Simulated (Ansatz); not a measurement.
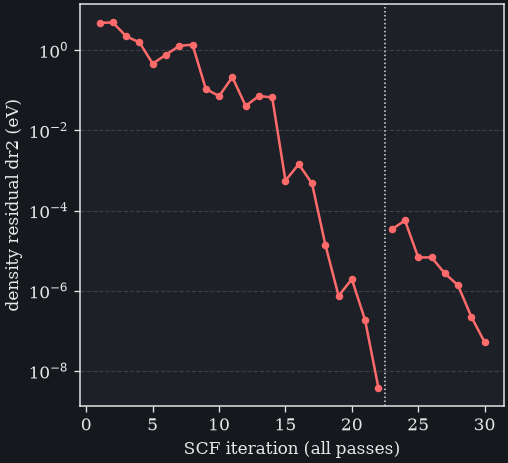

The plot shows the SCF iterations of a calculation: density residual dr2. The dotted line parts a first SCF on fewer bands from the closing SCF on all bands, which starts from the first one's density. The starting density is a sum of atomic densities corrected by a trained network.

System: Ta2Si (I4/mcm, 6 atoms in the cell).
Method: DFT r2SCAN, scalar-relativistic, plane waves, PAW (Ansatz 0.2.0); cutoff 500 eV, 4×4×4 k-mesh, Gaussian smearing of 0.1 eV.

Did the calculation converge?

It converged, after 30 iterations in all. There are 2 passes, of 22 and 8 iterations. In pass 1, the residual falls unevenly and jumps up by a factor of two or more 3 times on the way down.

Read the residual at the first and at the last step drawn.

It starts near 5 and ends near 5 × 10⁻⁸ eV.
